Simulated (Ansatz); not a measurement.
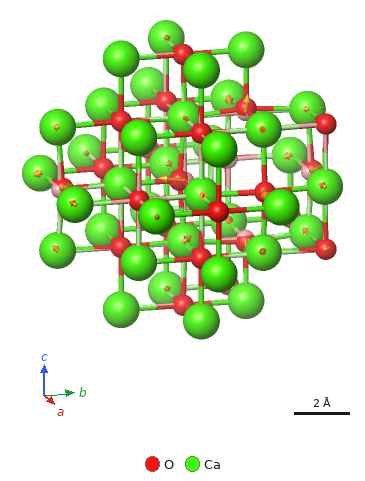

A relaxation of a defect cell of composition O₃₂Ca₃₁ (cell charge −1). The starting structure is drawn faded, the final one solid; orange arrows show the displacements, magnified 5 times.

A ball-and-stick model of the atoms within 5.8 Å of the atom that moves most (axes of the cell of the calculation (origin shifted)), seen slightly off an axis.

Level of theory: DFT, PBEsol, PAW, plane waves (Ansatz). (plane-wave cutoff 420 eV; k-point mesh 1 × 1 × 1; mesh shifted by (0.25, 0.25, 0.25); collinear spin; atoms relaxed in a fixed cell; force threshold 0.03 eV/Å; at most 80 steps)

Which element moves most?

Oxygen: up to 0.21 Å, against 0.09 Å for calcium.

What happened in the run?

After 3 geometry steps the energy has fallen by 1.424 eV per cell of the calculation. The largest force component goes from 1.8 to 0.0097 eV/Å. The largest move is that of an O atom, 0.21 Å roughly along −b. By element the largest moves are O 0.21 Å, Ca 0.09 Å. The cell stays as it was. Some distances before and after: Ca–O 2.464 → 2.227 Å, Ca–O 2.421 → 2.227 Å, Ca–O 2.375 → 2.227 Å, Ca–O 2.308 → 2.428 Å. Bond angles that change, for instance: O–Ca–O 88.0° → 99.8°, O–Ca–O 88.5° → 99.7°, O–Ca–O 89.6° → 99.8°.

Limits of the set-up: the cell is charged, on a uniform background, and energies carry no finite-size correction.
